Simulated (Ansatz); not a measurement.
Structure (in its standard cell), the end point of a relaxation with DFT PBEsol, scalar-relativistic, plane waves, PAW (Ansatz); the starting structure was generated, so it need not be a known form of this composition:

```
Al
1.0
     2.78793    0.00000    0.00000
     0.00000    4.88266    0.00000
     0.00000    0.00000   10.31009
Al
8
Direct
  0.00000 0.00000 0.86782
  0.50000 0.00000 0.63218
  0.00000 0.50000 0.36782
  0.50000 0.50000 0.13218
  0.50000 0.00000 0.36782
  0.00000 0.00000 0.13218
  0.50000 0.50000 0.86782
  0.00000 0.50000 0.63218
```

Q: Predict the [110] zone-axis pattern (300 kV, kinematic, B = 0.5 Å²).

A: The spots form a centred rectangular net whose two shortest vectors correspond to d = 5.16 Å and 2.36 Å, 76.8° apart. They are 0 0 2 and 1 -1 1. The pattern has symmetry 2mm. The lattice centring (F) removes all reflections that break h + k = 2n, h + l = 2n; reflections such as 2 -2 -2, 2 -2 2 are allowed but too weak to see at this display level.

Strongest reflections with d > 0.80 Å, one of each family (|F|² from tabulated Gaussian fits of the electron scattering factors, times a small damping for the curvature of the Ewald sphere):

| hkl | d (Å) | I (strongest = 100) |
| --- | --- | --- |
| 0 0 4 | 2.578 | 100 |
| 1 -1 1 | 2.357 | 38 |
| 1 -1 3 | 1.979 | 33 |
| 0 0 8 | 1.289 | 13 |
| 2 -2 0 | 1.211 | 13 |
| 1 -1 7 | 1.258 | 11 |

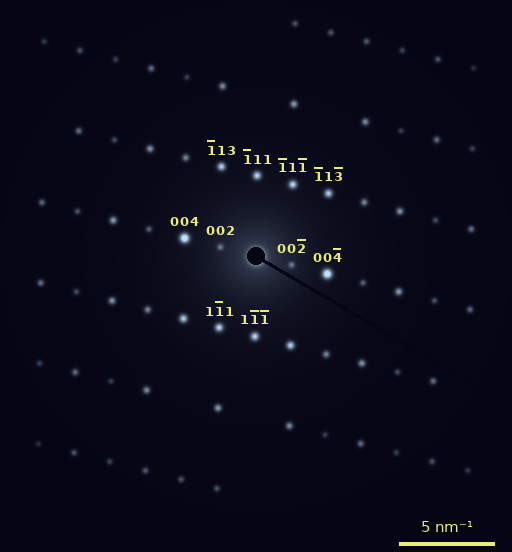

Calculated pattern, seen from the source side with [110] pointing towards the source.
